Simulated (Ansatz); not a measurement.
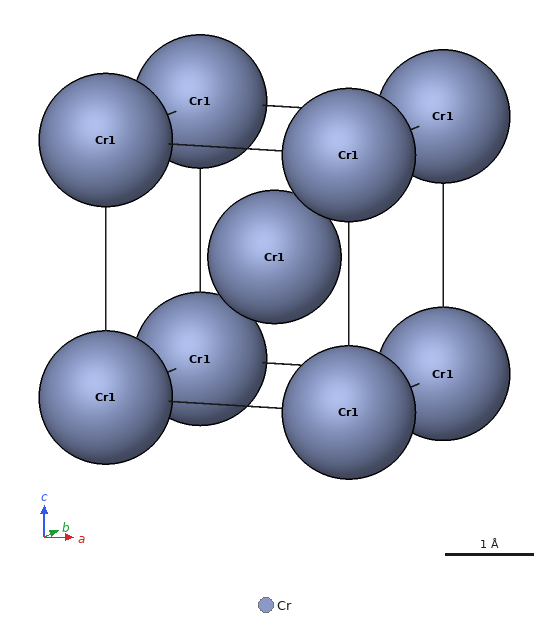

**Figure 1.** The structure as given in the input (spheres-only view of the cell 2 times as large as that of the calculation, set on its symmetry axes, seen slightly off an axis; atoms are numbered from 1 in the order of the input). An atom can appear more than once, as a periodic image.

# Cr: a changed input and its effect

System: Cr (Im-3m, 1 atom in the cell).
Method of run 1: Kohn-Sham DFT of a periodic cell, PBE, Ansatz PAW, spin-polarised (Ansatz 0.2.0).

The structure derives from a Materials Project entry. Text and figures count atoms from 1; the logs count them from 0 in places.

**Input, run 1**
```yaml
crystal:
  lattice:
    - [-1.4844496776, 1.4844496776, 1.4844496776]
    - [1.4844496776, -1.4844496776, 1.4844496776]
    - [1.4844496776, 1.4844496776, -1.4844496776]
  atoms:
    - { symbol: Cr, position: [0.0, 0.0, 0.0], spin: 0.8 }
hamiltonian:
  xc: pbe
  pseudopotentials: { kind: paw }
magnetization:
  spin_polarized: true
  initial_magnetization: 0.8
  spin_locking: { lock_magnetization: hard }
kpoints:
  mp_grid: { grid: [10, 10, 10] }
scf:
  occupations: { method: fermi_dirac, width: 0.05 }
  lower_state_search: "off"
output:
  forces: true
  stress: true
  eigenvalues: true
```

Command:
```bash
ansatz run input.yaml --threads 2 --pin off --max-ram 5632MiB --backend cpu --events-out ev --progress --plain --runs-dir out
```

Hardware: 2 threads of Arm Neoverse V1, 24 GiB of memory available, shared host.

**Output, shortened to warnings, some set-up lines, iterations and results (run 1)**
```
Warning: output.stress: scf.convergence.dr2_threshold = 1e-7 eV (the SCF's general default) is looser than the 1e-10 eV advised for a printed stress (1e-10 eV for each atom of the cell: 1). What an SCF threshold leaves in a stress goes as its square root, and in the free energy as the threshold itself, and one threshold admits the most on a small cell: of the crystals measured, under no hybrid …
Basis set: ecut = 420 eV, 249 PW (Γ), exchange–correlation on 36×36×36 points (8 copies of the dense FFT grid, shifted against one another)
Symmetry: 48 space group operations
k-points: 47 of 1000
Initial density: superposition of atomic densities (chi_scale 0.1, normalization cell)
[...]
SCF iter   1: F=—  HF=-3379.063702 eV  |F-HF|=—  |Δ(HF+E_count)|=         —  Δρ=1.31e-1 (↑1.31e-1 ↓1.06e-1)  dr2=6.35e0  dr2_m=2.87e-2  M=0.800 μB ∫|m|=0.800 μB  β_m=0.30  …
SCF iter   2: F=—  HF=-3377.414633 eV  |F-HF|=—  |Δ(HF+E_count)|=    1.65e0  Δρ=2.21e-2 (↑2.21e-2 ↓2.06e-2)  dr2=1.17e-1  dr2_m=5.13e-3  M=0.800 μB ∫|m|=0.800 μB  β_m=0.31  …
SCF iter   3: F=—  HF=-3377.389160 eV  |F-HF|=—  |Δ(HF+E_count)|=   2.55e-2  Δρ=1.36e-2 (↑1.31e-2 ↓1.36e-2)  dr2=3.17e-2  dr2_m=2.21e-3  M=0.800 μB ∫|m|=0.800 μB  β_m=0.58  …
SCF iter   4: F=—  HF=-3377.378218 eV  |F-HF|=—  |Δ(HF+E_count)|=   1.09e-2  Δρ=1.59e-3 (↑1.59e-3 ↓6.23e-4)  dr2=7.17e-5  dr2_m=1.05e-4  M=0.800 μB ∫|m|=0.800 μB  β_m=0.79  …
SCF iter   5: F=—  HF=-3377.378447 eV  |F-HF|=—  |Δ(HF+E_count)|=   2.30e-4  Δρ=5.44e-4 (↑5.13e-4 ↓5.44e-4)  dr2=8.41e-5  dr2_m=7.74e-6  M=0.800 μB ∫|m|=0.800 μB  β_m=0.89  …
SCF iter   6: F=—  HF=-3377.378446 eV  |F-HF|=—  |Δ(HF+E_count)|=   1.32e-6  Δρ=1.03e-4 (↑1.03e-4 ↓7.72e-5)  dr2=1.82e-7  dr2_m=9.20e-7  M=0.800 μB ∫|m|=0.800 μB  β_m=0.94  …
SCF iter   7: F=-3377.378449 eV  HF=-3377.378449 eV  |F-HF|=3.87e-8  |Δ(HF+E_count)|=   2.56e-6  Δρ=1.68e-5 (↑1.56e-5 ↓1.68e-5)  dr2=1.14e-8  dr2_m=2.69e-8  M=0.800 μB …
SCF iter   8: F=-3377.378449 eV  HF=-3377.378449 eV  |F-HF|=3.33e-10  |Δ(HF+E_count)|=   7.57e-8  Δρ=1.77e-6 (↑1.63e-6 ↓1.77e-6)  dr2=5.54e-10  dr2_m=1.42e-10  M=0.800 μB …
SCF 1 converged in 8 iterations: F = -3377.378449 eV  dr2 = 5.54e-10
SCF converged after 8 iterations
Stability checked in part: among states of this total moment the steps that led to this state did not find it unstable. No probe was made; neither looks for a lower state of another moment (fixed_total_moment; see scf.lower_state_search)
Magnetization: 0.8000 μB (7.4000 up, 6.6000 down)
Absolute magnetization: 0.8000 μB (∫|ρ↑−ρ↓|)
Spin contamination: 0.0018 ħ² per cell (⟨S²⟩ above its minimum at these occupations)
Per-site moments (μB) at R_I (Å): [(0.7211399506908952, 1.0605961834390063)]
Free energy (F): -3377.378449 eV
Harris-Foulkes:  -3377.378449 eV  (|F-HF|=3.33e-10)
Internal energy: -3377.362285 eV  (E = F + TS)
E sigma→0 (E₀):  -3377.370367 eV
Entropy (-TS):   -0.016164 eV (-16.164 meV/atom)
Fermi energy:    16.711987 (↑ 17.157661, ↓ 16.266314) eV
--- Per-component energies (eV) ---
  E_band       = -178.544476
  E_kinetic    = 340.582215
  E_local      = -1284.474545  (includes V_loc(G=0)·N_el)
  E_nonlocal   = 78.421637
  E_hartree    = 551.385121
  E_xc         = -138.987713
  E_vxc        = -177.229130  (∫ρ·V_xc dr)
  E_paw        = -1194.503551  (= ΣΔE_a)
  E_vpaw       = -238.614087  (= ΣTr[D̂ρ^β])
  E_aug_tail   = 0.000305  (compensation charges beyond the density's cutoff)
  E_ewald      = -1729.785753
  E_smearing   = -0.016164  (= −TS)
  E_closure    = 0.000000  (closes the sum)
  Σ components = -3377.378449   (vs F -3377.378449, Δ=0.00e0)
--- Forces (eV/Å), atoms counted from 1 ---
  atom   1  Cr    -0.00000000     0.00000000     0.00000000
  max |Σ_I F_I| component: 9.86e-32 eV/Å
--- Stress (GPa, compression-positive) ---
      -19.114698      -0.000000       0.000000
        0.000000     -19.114698       0.000000
       -0.000000       0.000000     -19.114698
  P = ⅓ Tr σ = -19.1147 GPa (-191.147 kbar)
```

The input of run 2 differs as follows (lines with − go, lines with + come):
```diff
-    - { symbol: Cr, position: [0.0, 0.0, 0.0], spin: 0.8 }
+    - { symbol: Cr, position: [0.0, 0.0, 0.0], spin: 4.5 }
-  initial_magnetization: 0.8
+  initial_magnetization: 4.5
```

What does this change do to the results?

The total moment is fixed by the input in run 1 and run 2, so the state need not be the lowest. With the same functional and potentials, run 2 lies 2541.3 meV per atom higher. The net moment of the cell goes from 0.80 to 4.50 μB. The pressure goes from −19.11 to 72.80 GPa. The SCF takes 7 iterations against 8.

**Output, shortened to warnings, some set-up lines, iterations and results (run 2)**
```
Warning: output.stress: scf.convergence.dr2_threshold = 1e-7 eV (the SCF's general default) is looser than the 1e-10 eV advised for a printed stress (1e-10 eV for each atom of the cell: 1). What an SCF threshold leaves in a stress goes as its square root, and in the free energy as the threshold itself, and one threshold admits the most on a small cell: of the crystals measured, under no hybrid …
Basis set: ecut = 420 eV, 249 PW (Γ), exchange–correlation on 36×36×36 points (8 copies of the dense FFT grid, shifted against one another)
Symmetry: 48 space group operations
k-points: 47 of 1000
Initial density: superposition of atomic densities (chi_scale 0.1, normalization cell)
[...]
SCF iter   1: F=—  HF=-3374.510002 eV  |F-HF|=—  |Δ(HF+E_count)|=         —  Δρ=1.24e-1 (↑1.24e-1 ↓7.34e-2)  dr2=4.87e-1  dr2_m=1.13e0  M=4.500 μB ∫|m|=4.500 μB  β_m=0.30  …
SCF iter   2: F=—  HF=-3374.622017 eV  |F-HF|=—  |Δ(HF+E_count)|=   1.12e-1  Δρ=6.80e-2 (↑6.80e-2 ↓5.95e-2)  dr2=6.72e-2  dr2_m=4.71e-1  M=4.500 μB ∫|m|=4.500 μB  β_m=0.52  …
SCF iter   3: F=—  HF=-3374.833937 eV  |F-HF|=—  |Δ(HF+E_count)|=   2.12e-1  Δρ=3.10e-2 (↑3.10e-2 ↓1.27e-2)  dr2=3.95e-2  dr2_m=5.62e-2  M=4.500 μB ∫|m|=4.500 μB  β_m=0.51  …
SCF iter   4: F=—  HF=-3374.837003 eV  |F-HF|=—  |Δ(HF+E_count)|=   3.07e-3  Δρ=1.61e-3 (↑1.56e-3 ↓1.61e-3)  dr2=1.53e-4  dr2_m=2.63e-4  M=4.500 μB ∫|m|=4.500 μB  β_m=0.75  …
SCF iter   5: F=—  HF=-3374.837139 eV  |F-HF|=—  |Δ(HF+E_count)|=   1.37e-4  Δρ=4.98e-4 (↑4.98e-4 ↓1.69e-4)  dr2=4.66e-5  dr2_m=3.35e-6  M=4.500 μB ∫|m|=4.500 μB  β_m=0.72  …
SCF iter   6: F=—  HF=-3374.837121 eV  |F-HF|=—  |Δ(HF+E_count)|=   1.85e-5  Δρ=2.75e-5 (↑2.75e-5 ↓1.91e-5)  dr2=1.27e-7  dr2_m=3.10e-8  M=4.500 μB ∫|m|=4.500 μB  β_m=0.85  …
SCF iter   7: F=-3374.837121 eV  HF=-3374.837121 eV  |F-HF|=1.68e-9  |Δ(HF+E_count)|=   1.03e-7  Δρ=2.12e-6 (↑1.70e-6 ↓2.12e-6)  dr2=2.73e-10  dr2_m=3.26e-10  M=4.500 μB …
SCF 1 converged in 7 iterations: F = -3374.837121 eV  dr2 = 2.73e-10
SCF converged after 7 iterations
Stability checked in part: among states of this total moment the steps that led to this state did not find it unstable. No probe was made; neither looks for a lower state of another moment (fixed_total_moment; see scf.lower_state_search)
Magnetization: 4.5000 μB (9.2500 up, 4.7500 down)
Absolute magnetization: 4.5000 μB (∫|ρ↑−ρ↓|, with the PAW one-centre terms)
Spin contamination: 0.0018 ħ² per cell (⟨S²⟩ above its minimum at these occupations)
Per-site moments (μB) at R_I (Å): [(3.8165620949856374, 1.0605961834390063)]
Free energy (F): -3374.837121 eV
Harris-Foulkes:  -3374.837121 eV  (|F-HF|=1.68e-9)
Internal energy: -3374.826913 eV  (E = F + TS)
E sigma→0 (E₀):  -3374.832017 eV
Entropy (-TS):   -0.010208 eV (-10.208 meV/atom)
Fermi energy:    17.573021 (↑ 19.005181, ↓ 16.140862) eV
--- Per-component energies (eV) ---
  E_band       = -154.875984
  E_kinetic    = 348.499572
  E_local      = -1317.559524  (includes V_loc(G=0)·N_el)
  E_nonlocal   = 89.602399
  E_hartree    = 576.861973
  E_xc         = -139.638896
  E_vxc        = -178.184047  (∫ρ·V_xc dr)
  E_paw        = -1202.806986  (= ΣΔE_a)
  E_vpaw       = -250.959411  (= ΣTr[D̂ρ^β])
  E_aug_tail   = 0.000301  (compensation charges beyond the density's cutoff)
  E_ewald      = -1729.785753
  E_smearing   = -0.010208  (= −TS)
  E_closure    = -0.000000  (closes the sum)
  Σ components = -3374.837121   (vs F -3374.837121, Δ=0.00e0)
--- Forces (eV/Å), atoms counted from 1 ---
  atom   1  Cr    -0.00000000     0.00000000     0.00000000
  max |Σ_I F_I| component: 7.81e-32 eV/Å
--- Stress (GPa, compression-positive) ---
       72.804733      -0.000000      -0.000000
       -0.000000      72.804733       0.000000
        0.000000      -0.000000      72.804733
  P = ⅓ Tr σ = 72.8047 GPa (728.047 kbar)
```

**The two runs side by side**

```csv
quantity,run 1,run 2
outcome,converged,converged
free energy per atom (eV),−3377.3784,−3374.8371
"energy per atom, smearing taken to zero (eV)",−3377.3704,−3374.8320
net moment of the cell (μB),0.80,4.50
absolute moment of the cell (μB),0.80,4.50
pressure (GPa),−19.11,72.80
largest force (eV/Å),0.000,0.000
SCF iterations,8,7
irreducible k-points,47,47
plane waves at Γ,249,249
wall time (shared host),0.81 s,0.76 s
```

For both runs: Warnings: the SCF threshold is looser than advised for the printed stress. For run 1: The cell is under a tension of 19.1 GPa at this level, so it is not at its equilibrium volume. For run 2: The cell is under a pressure of 73 GPa at this level, so it is not at its equilibrium volume.
